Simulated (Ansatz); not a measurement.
SnSe

```xyz
8
Lattice="11.4816 0.0000 0.0000 0.0000 4.1675 0.0000 0.0000 0.0000 4.3863" Properties=species:S:1:pos:R:3 pbc="T T T"
Sn    1.3506    1.0419    0.4182
Sn    4.3902    3.1256    2.6114
Sn    7.0914    1.0419    1.7750
Sn   10.1310    3.1256    3.9681
Se    4.0987    1.0419    0.1010
Se    1.6421    3.1256    2.2942
Se    9.8395    1.0419    2.0921
Se    7.3829    3.1256    4.2853
```

Space group Pnma.

All numbers below come from Ansatz 0.2.0, DFT PBE+D3(BJ), scalar-relativistic, plane waves, PAW.

Core electrons are frozen (PAW), and the valence fields are smoothed inside the atomic spheres.

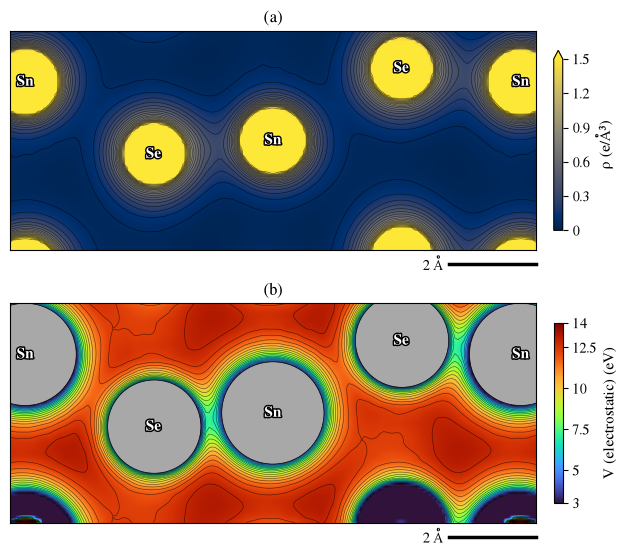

Figure 1. (a) valence pseudo-density; (b) electrostatic potential (local pseudopotential plus Hartree) felt by an electron on the (010) plane of the conventional cell. Grey discs cover the atomic cores in the potential map.

### Describe what can be read from this map.

The plane passes through Sn and Se nuclei. Sn–Se (2.77 Å): ρ is about 0.35 e/Å³ halfway. Between the atoms the lowest density in this plane is 0.03 e/Å³. Outside the cores the potential energy rises away from the atoms and is highest about 2.3 Å from the nearest atoms; its zero is arbitrary.

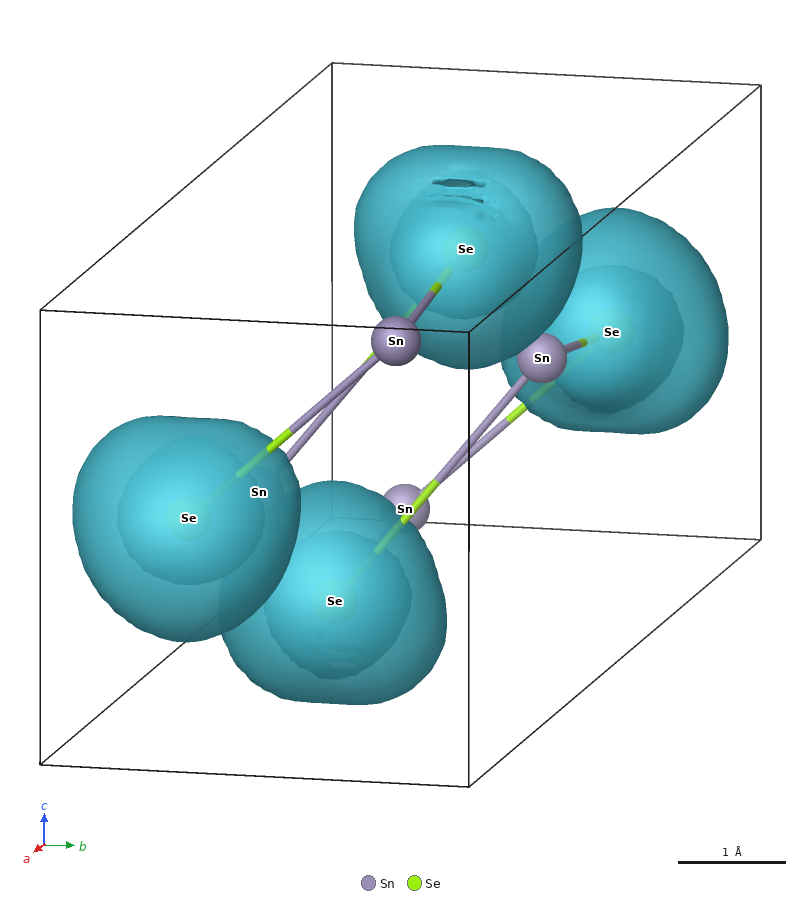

Figure 2. Isosurface of the ELF at 0.75 (cyan), seen slightly off an axis. Only the valence region is drawn (cores and ρ < 0.01 e/Å³ removed). Sticks mark near contacts.

### What do the ELF domains correspond to?

The surface consists of four regions wrapped around Se (the valence shell of each), counted in one cell of 8 atoms. Any copies at cell faces, edges or corners count once. Along the contacts the grid gives the following. Sn–Se (2.77 Å): the ELF is about 0.55 at the midpoint. Sn–Se (2.82 Å): the ELF is about 0.50 at the midpoint and 0.25 at its lowest between the atoms.

### Does the calculation make it a metal, or give it a gap?

It is gapped, with a Kohn–Sham gap of 0.57 eV on the k-point mesh, an upper bound to the gap of this method.
